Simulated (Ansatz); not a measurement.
**Run report: CuO, geometry relaxation**

System: CuO (4 atoms in the cell).
Method: DFT PBE, scalar-relativistic, plane waves, PAW, no spin polarisation (Ansatz 0.2.0).

The structure derives from an entry of the Crystallography Open Database. Figures and captions count atoms from 1; the log counts them from 0 in places.

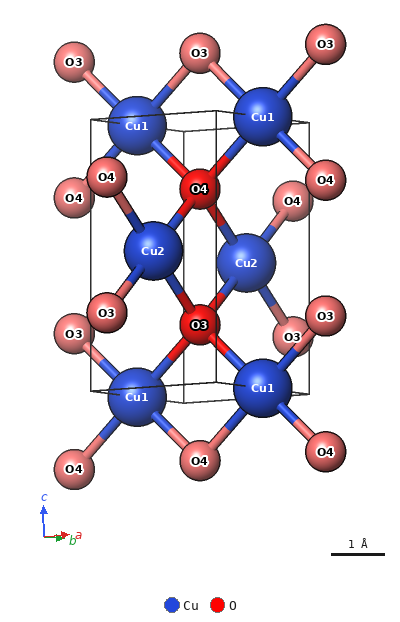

Fig. 1: The input geometry (ball-and-stick view of the cell of the calculation, seen at an oblique angle; neighbours outside the cell are drawn fainter; atoms are numbered from 1 in the order of the input). Near neighbours in the crystal (not all of them lie inside the picture): Cu has 4 O at 1.96 Å; O has 4 Cu at 1.96 Å.

Key numbers:

| quantity | value |
| --- | --- |
| outcome | converged |
| space group (tolerance 0.01 Å) | Cccm (66) |
| electrons treated | 50 |
| free energy | −14382.5704 eV |
| Fermi energy | 10.698 eV |
| gap on the k-point mesh | none (metallic) |
| pressure | 0.00 GPa |
| final volume | 44.79 Å³ |
| largest force (length of the vector) at the end | under 0.001 eV/Å |
| final cell | a = 2.949 Å, b = 2.949 Å, c = 5.151 Å, α = 90.01°, β = 90.01°, γ = 89.85° |
| hardware | 1 thread of Intel Xeon @ 2.50GHz (Skylake/Cascade Lake), 192 GiB of memory available, shared host |
| wall time | 82 s |
| peak memory | 0.74 GiB |

The run has no spin polarisation, so a magnetic state may lie lower.

Input:
```yaml
crystal:
  lattice:
    - [2.0814198443, -2.082418997, 0.1629647992]
    - [2.0814198443, 2.082418997, 0.1629647992]
    - [-0.4035310904, 0.0, 5.1352739957]
  atoms:
    - { symbol: Cu, position: [0.0, 0.5, 0.0] }
    - { symbol: Cu, position: [0.5, 0.0, 0.5] }
    - { symbol: O, position: [0.5000828534, 0.4999171466, 0.25] }
    - { symbol: O, position: [0.4999171466, 0.5000828534, 0.75] }
basis:
  ecutwfc: 420
kpoints:
  mp_grid: { grid: [14, 14, 8] }
hamiltonian:
  xc: pbe
scf:
  occupations: { method: gaussian, width: 0.1 }
output:
  forces: true
  stress: true
  eigenvalues: true
  write_density: true
  write_potential: true
  elf: true
  volumetric_format: npy
relax:
  adjacent_minimum: "off"
  f_tol: 0.005
  max_steps: 80
  cell: { stress_tol: 0.05 }
```

Launch command:
```bash
ansatz run input.yaml --threads 1 --pin off --max-ram 2560MiB --backend cpu --events-out ev --progress --plain --runs-dir out
```

The program's output:
```
Engine: ansatz 0.2.0, x86_64-unknown-linux-gnu
Pseudopotentials: kind: paw
Pseudopotential: Cu, paw, valence charge 19, recommended cutoff 420 eV (normal), Cu.paw.azcp
Pseudopotential: O, paw, valence charge 6, recommended cutoff 420 eV (normal), O.paw.azcp
Functional definition: PBE
  parameter kappa = 0.804
  parameter beta = 0.06672455060314922
  exchange = pbe_x(kappa = kappa, mu = beta*pi^2/3)
  correlation = pbe_c(beta = beta)
Crystal: 4 atoms, lattice volume = 44.790 Å³
Basis set: ecut = 420 eV, 845 PW (Γ), exchange–correlation on 40×40×72 points (8 copies of the dense FFT grid, shifted against one another)
Bands: 30, of which v1, the nominal top of the filled ones, is band 25 counted from 1 (24 counted from 0)
Symmetry: 4 space group operations
Space group: C2/c (ITA 15), of the structure as read, at distance tolerance 3.6e-5 Å
k-points: 429 of 1568
Non-local potential: Cu, projectors of the file, l = 0: 3, l = 1: 2, l = 2: 3, l = 3: 1
Non-local potential: O, projectors of the file, l = 0: 2, l = 1: 2, l = 2: 1
PAW form: soft (Blöchl's): semilocal exchange-correlation on the pseudo side does not see the compensation charge
PAW one-centre angular grid: Cu, 590 points (default); XC on 64 Gauss nodes
PAW one-centre angular grid: O, 110 points (default); XC on 64 Gauss nodes
Initial density: superposition of atomic densities (neutral atoms: chi_scale 0, normalization atom), corrected by the library's trained network
Initial wavefunctions: pseudopotential atomic-orbital guess
Functional: x = pbe(κ = 0.804, μ = 0.2195149727645171), c = pbe(β = 0.06672455060314922)
SCF iter   1: F=—  HF=-14382.571050 eV  |F-HF|=—  |Δ(HF+E_count)|=         —  Δρ=5.58e-3  dr2=4.48e-3  ethr=1.77e-3  ⟨swp⟩=5.0  Hψ=45456  notcnv=0
preconditioner: auto → LDOS  [metal: Δε(μ)=0.008 eV  Ē_g=11.039 eV  σ=0.100 eV  W_gap=0.05  n_scr=16 (ndim 8)  ℏωp=32.4 eV  f_vac=0.049  D(μ)=2.55/eV (n_scr^D=20)  β→1.0]
SCF iter   2: F=—  HF=-14382.570599 eV  |F-HF|=—  |Δ(HF+E_count)|=   4.50e-4  Δρ=1.58e-3  dr2=4.55e-4  ethr=8.96e-6  ⟨swp⟩=2.0  Hψ=22953  notcnv=0
SCF iter   3: F=—  HF=-14382.570520 eV  |F-HF|=—  |Δ(HF+E_count)|=   7.95e-5  Δρ=5.34e-4  dr2=8.35e-5  ethr=9.11e-7  ⟨swp⟩=2.0  Hψ=20045  notcnv=0
SCF iter   4: F=—  HF=-14382.570386 eV  |F-HF|=—  |Δ(HF+E_count)|=   1.34e-4  Δρ=6.01e-4  dr2=9.93e-5  ethr=1.67e-7  ⟨swp⟩=2.0  Hψ=23506  notcnv=0
SCF iter   5: F=—  HF=-14382.570366 eV  |F-HF|=—  |Δ(HF+E_count)|=   1.98e-5  Δρ=1.92e-4  dr2=9.41e-6  ethr=1.67e-7  ⟨swp⟩=2.0  Hψ=16064  notcnv=0
SCF iter   6: F=—  HF=-14382.570364 eV  |F-HF|=—  |Δ(HF+E_count)|=   1.62e-6  Δρ=4.92e-5  dr2=7.24e-7  ethr=1.88e-8  ⟨swp⟩=2.0  Hψ=15939  notcnv=0
SCF iter   7: F=-14382.570364 eV  HF=-14382.570364 eV  |F-HF|=1.13e-8  |Δ(HF+E_count)|=   1.12e-7  Δρ=6.61e-6  dr2=1.21e-8  ethr=2.00e-10  ⟨swp⟩=7.0  Hψ=82702  notcnv=0
SCF 1 converged in 7 iterations: F = -14382.570364 eV  dr2 = 1.21e-8
  greatest PAW one-centre occupation: 1.000 electrons in one spin orbital (limit 2), on the Cu atom at site 0 (counted from 0), in its partial waves of l = 0
relax step   1: F+E_penalty+E_count = -14382.57036402 eV  Δ(F+E_penalty+E_count) = +0.000e0 eV  max|allowed force component| = 2.269e-4 eV/Å  Δτ_max = 0.0000 Å  P = +0.003 GPa  Ω = 44.790 Å³  (7 SCF iters, dr2 threshold 1.00e-7 eV, accepted)
Initial density: handed on by an earlier stage of this run
Initial wavefunctions: pseudopotential atomic-orbital guess (no wavefunctions were taken with the density)
iter 1 solved again at ethr=9.35e-8 eV; its pass at ethr=3.10e-3 eV (dr2=4.68e-5 eV) is discarded
SCF iter   1: F=—  HF=-14382.570496 eV  |F-HF|=—  |Δ(HF+E_count)|=         —  Δρ=6.21e-6  dr2=8.98e-9  ethr=9.35e-8  ⟨swp⟩=3.0  Hψ=78851  notcnv=0
eigensolver tolerance schedule: the retry pair's looser diagonalisation over-reported the residual by 5206.99 of it (diagonalisation noise at 0.19 of the residual, at the tolerance the schedule requests for it); recorded, not acted on — ethr = c·dr2/N_el stays at c = 1.0e-1
preconditioner: auto → LDOS  [metal: Δε(μ)=0.011 eV  Ē_g=11.035 eV  σ=0.100 eV  W_gap=0.06  n_scr=16 (ndim 8)  ℏωp=32.4 eV  f_vac=0.048  D(μ)=2.59/eV (n_scr^D=20)  β→1.0]
SCF iter   2: F=—  HF=-14382.570364 eV  |F-HF|=—  |Δ(HF+E_count)|=   1.32e-4  Δρ=4.94e-6  dr2=6.49e-9  ethr=1.80e-11  ⟨swp⟩=2.3  Hψ=24029  notcnv=0
SCF iter   3: F=—  HF=-14382.570364 eV  |F-HF|=—  |Δ(HF+E_count)|=   2.00e-9  Δρ=3.67e-6  dr2=4.23e-9  ethr=1.30e-11  ⟨swp⟩=2.1  Hψ=22852  notcnv=0
SCF iter   4: F=—  HF=-14382.570364 eV  |F-HF|=—  |Δ(HF+E_count)|=  2.91e-10  Δρ=2.57e-6  dr2=1.75e-9  ethr=8.46e-12  ⟨swp⟩=1.0  Hψ=12870  notcnv=0
SCF iter   5: F=—  HF=-14382.570364 eV  |F-HF|=—  |Δ(HF+E_count)|=  3.64e-10  Δρ=7.45e-7  dr2=7.66e-11  ethr=3.49e-12  ⟨swp⟩=2.0  Hψ=15947  notcnv=0
SCF iter   6: F=-14382.570364 eV  HF=-14382.570364 eV  |F-HF|=1.09e-11  |Δ(HF+E_count)|=  2.91e-11  Δρ=1.51e-7  dr2=8.31e-12  ethr=1.00e-12  ⟨swp⟩=5.0  Hψ=56573  notcnv=0
SCF 2 converged in 6 iterations: F = -14382.570364 eV  dr2 = 8.31e-12
  greatest PAW one-centre occupation: 1.000 electrons in one spin orbital (limit 2), on the Cu atom at site 1 (counted from 0), in its partial waves of l = 0
relax step   2: F+E_penalty+E_count = -14382.57036403 eV  Δ(F+E_penalty+E_count) = -1.008e-8 eV  max|allowed force component| = 2.269e-4 eV/Å  Δτ_max = 0.0000 Å  P = +0.003 GPa  Ω = 44.790 Å³  stress off target by 2.13e-2 GPa  SCF on the basis re-selected at this cell (its energy is not comparable with the rows above)  (6 SCF iters)
```

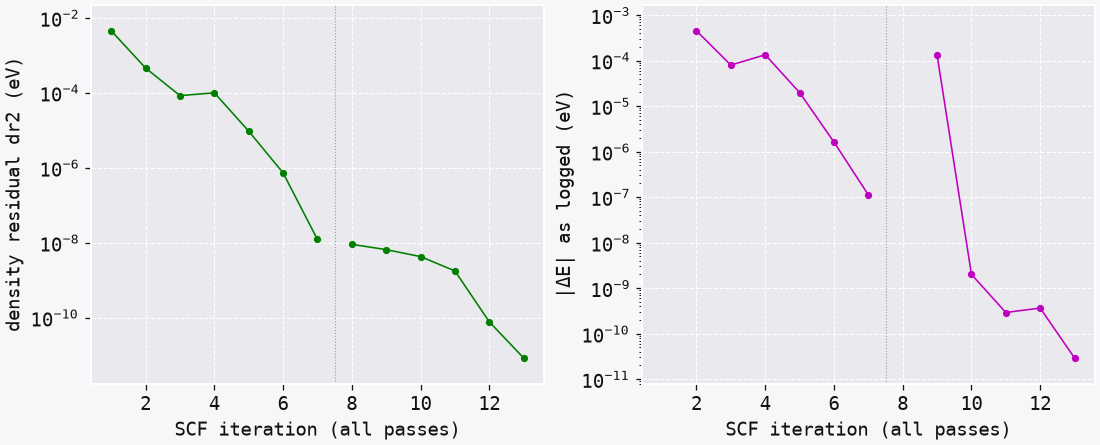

Fig. 2: Convergence of the self-consistent field: density residual dr2 and size of the energy change against the SCF iteration. The dotted lines part the SCF passes of the relaxation: geometry steps, rejected trials and re-solves on a re-selected basis. The passes take 7 and 6 iterations.

```
basis re-selected at this cell: Δ(F+E_penalty+E_count) = -1.008e-8 eV, ΔP = -0.000 GPa vs the last step (what re-selecting the basis moved, of the pressure what is left beyond the Pulay correction that the steps carried, after the strain that the cell walked since its last selection, with what the two solves' SCF thresholds leave and, on support functions, any second-order correction that the steps lacked; it is no measure of the basis error at this ecutwfc). This SCF's stress stands 2.13e-2 GPa from its target on what of the cell is left free (relax.cell.stress_tol is 5.00e-2 GPa) and its largest allowed force component is 2.27e-4 eV/Å (relax.f_tol is 5.00e-3 eV/Å): within both
SCF converged after 6 iterations
Free energy (F): -14382.570364 eV
Harris-Foulkes:  -14382.570364 eV  (|F-HF|=1.09e-11)
Internal energy: -14382.557429 eV  (E = F + TS)
E sigma→0 (E₀):  -14382.563897 eV
Entropy (-TS):   -0.012935 eV (-3.234 meV/atom)
Fermi energy:    10.698385 eV
--- Per-component energies (eV) ---
  E_band       = -934.358070
  E_kinetic    = 941.021368
  E_local      = -10195.949969  (includes V_loc(G=0)·N_el)
  E_nonlocal   = 876.018763
  E_hartree    = 4412.981207
  E_xc         = -323.248379
  E_vxc        = -414.859243  (∫ρ·V_xc dr)
  E_paw        = -3637.432293  (= ΣΔE_a)
  E_vpaw       = -966.556674  (= ΣTr[D̂ρ^β])
  E_aug_tail   = 0.005529  (compensation charges beyond the density's cutoff)
  E_ewald      = -6455.953655
  E_smearing   = -0.012935  (= −TS)
  E_closure    = -0.000000  (closes the sum)
  Σ components = -14382.570364   (vs F -14382.570364, Δ=0.00e0)
--- Forces (eV/Å), atoms counted from 1 ---
  atom   1  Cu     0.00000000     0.00000000    -0.00000000
  atom   2  Cu    -0.00000000     0.00000000     0.00000000
  atom   3  O     -0.00000000     0.00022692     0.00000000
  atom   4  O      0.00000000    -0.00022692    -0.00000000
  max |Σ_I F_I| component: 2.71e-20 eV/Å
--- Stress (GPa, compression-positive) ---
       -0.019965      -0.000000      -0.000094
       -0.000000       0.021319       0.000000
       -0.000094       0.000000       0.006606
  P = ⅓ Tr σ = 0.0027 GPa (0.027 kbar)
--- Band table (eV; the first three rows and the last of 429) ---
  k-point 0: bands = ["-102.0053", "-102.0050", "-59.4995", "-59.4995", "-59.4655", "-59.4602", "-59.1622", "-59.1621", "-9.0813", "-7.7776", "2.6274", "5.2866", "5.2919", "6.9950", "7.2249", "7.2253", "7.4445", "7.7392", "8.2333", "8.3221", "8.3242", "8.3407", "8.4311", "8.8003", "11.3512", "11.3573", "12.0363", "16.7185", "17.8997", "23.7921"]
  k-point 1: bands = ["-102.0053", "-102.0050", "-59.4995", "-59.4995", "-59.4653", "-59.4604", "-59.1621", "-59.1621", "-9.0399", "-7.8384", "2.7808", "5.2920", "5.2969", "6.9892", "7.1454", "7.1455", "7.4279", "7.4452", "8.2888", "8.3441", "8.4276", "8.4490", "8.4513", "8.7620", "11.2843", "11.2901", "12.2590", "16.2172", "18.5353", "23.8426"]
  k-point 2: bands = ["-102.0052", "-102.0050", "-59.4995", "-59.4995", "-59.4647", "-59.4610", "-59.1622", "-59.1621", "-8.9192", "-8.0050", "3.2205", "5.3052", "5.3090", "6.5485", "6.9931", "6.9932", "7.1873", "7.4412", "8.3342", "8.3538", "8.4177", "8.6613", "8.7307", "8.7332", "11.1071", "11.1122", "12.7901", "15.4794", "19.6528", "23.9983"]
  k-point 428: bands = ["-102.0041", "-102.0041", "-59.5098", "-59.5098", "-59.4609", "-59.4609", "-59.1704", "-59.1704", "-7.7550", "-7.7550", "4.8881", "4.8881", "5.0151", "5.0151", "5.3234", "5.3234", "7.8298", "7.8298", "8.3575", "8.3575", "8.8019", "8.8019", "9.2837", "9.2837", "10.1752", "10.1752", "14.6467", "14.6467", "20.9831", "20.9831"]
--- Relaxed structure (1 steps of the walk, 1 accepted, 1 SCFs on fresh bases) ---
  F+E_penalty+E_count = -14382.57036403 eV   max|allowed force component| = 2.269e-4 eV/Å   (the final SCF, on the basis selected at the relaxed cell)
  cell:  # Å, volume = 44.7904 Å³
    - [2.0814198443, -2.082418997, 0.1629647992]
    - [2.0814198443, 2.082418997, 0.1629647992]
    - [-0.4035310904, 0.0, 5.1352739957]
  atoms:
    - { symbol: Cu, position: [-4.90059381963448e-17, 0.5000000000000001, 0.0] }
    - { symbol: Cu, position: [0.5000000000000001, -3.469446951953614e-17, 0.5000000000000001] }
    - { symbol: O, position: [0.5000828534, 0.4999171466000001, 0.25000000000000006] }
    - { symbol: O, position: [0.49991714660000003, 0.5000828533999999, 0.7500000000000001] }
```

Trajectory as extended XYZ (Å, eV, eV/Å), 2 frames, from step=1 to step=2:
```
4
Lattice="2.0814 -2.0824 0.1630 2.0814 2.0824 0.1630 -0.4035 0.0000 5.1353" Properties=species:S:1:pos:R:3:forces:R:3 step=1 energy=-14382.57036 pressure_GPa=0.00
Cu    1.0407    1.0412    0.0815    0.0000   0.0000   0.0000
Cu    0.8389   -1.0412    2.6491    0.0000   0.0000   0.0000
O     1.9805   -0.0003    1.4468    0.0000   0.0002   0.0000
O     1.7788    0.0003    4.0144    0.0000  -0.0002   0.0000
4
Lattice="2.0814 -2.0824 0.1630 2.0814 2.0824 0.1630 -0.4035 0.0000 5.1353" Properties=species:S:1:pos:R:3:forces:R:3 step=2 energy=-14382.57036 pressure_GPa=0.00
Cu    1.0407    1.0412    0.0815    0.0000   0.0000   0.0000
Cu    0.8389   -1.0412    2.6491    0.0000   0.0000   0.0000
O     1.9805   -0.0003    1.4468    0.0000   0.0002   0.0000
O     1.7788    0.0003    4.0144    0.0000  -0.0002   0.0000
```

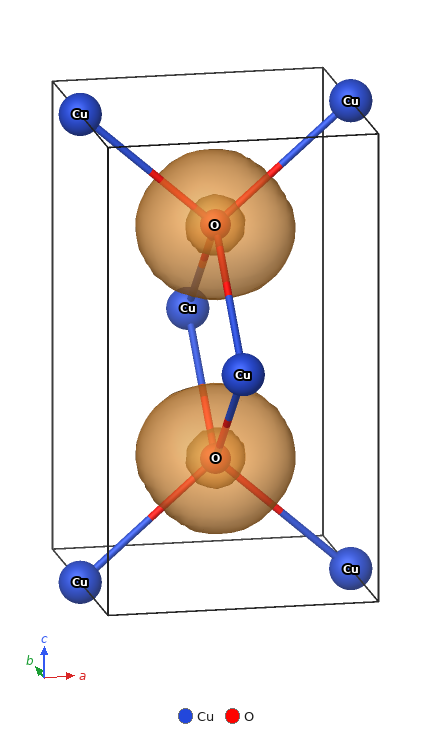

Fig. 3: Isosurface of the ELF at 0.65 (orange), seen slightly off an axis. Core shells and regions of very low density are left out. Sticks mark near contacts. The outline is the cell set on symmetry axes. Along the contacts the grid gives the following. Cu–O (1.96 Å): the ELF is about 0.20 at the midpoint; a polar contact without a shared pair, in a metal. In a PAW calculation such maps are meaningful between the atoms, not at the nuclei.

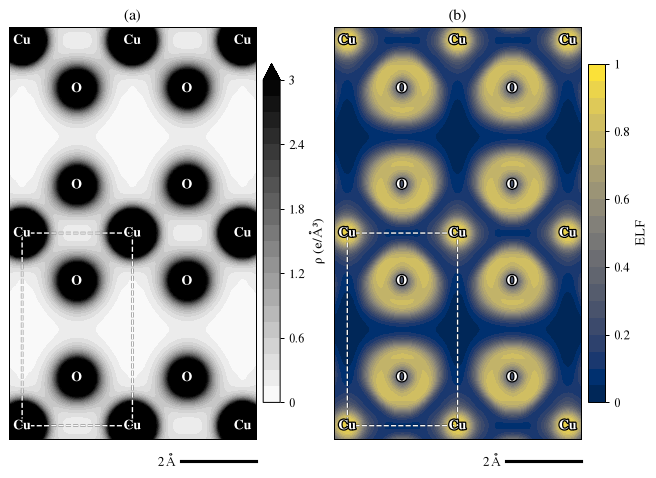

Fig. 4: (a) valence pseudo-density; (b) electron localisation function on the (010) plane of the conventional cell. Atoms in the plane: Cu and O. Cu–O (1.96 Å): ρ is about 0.64 e/Å³ halfway; the ELF is about 0.20 at the midpoint; a polar contact without a shared pair, in a metal. Away from the nuclei the density in this plane falls to 0.03 e/Å³ at its lowest. The strong features right at Cu lie inside the PAW spheres (semicore, d or f shells) and say nothing about bonding.
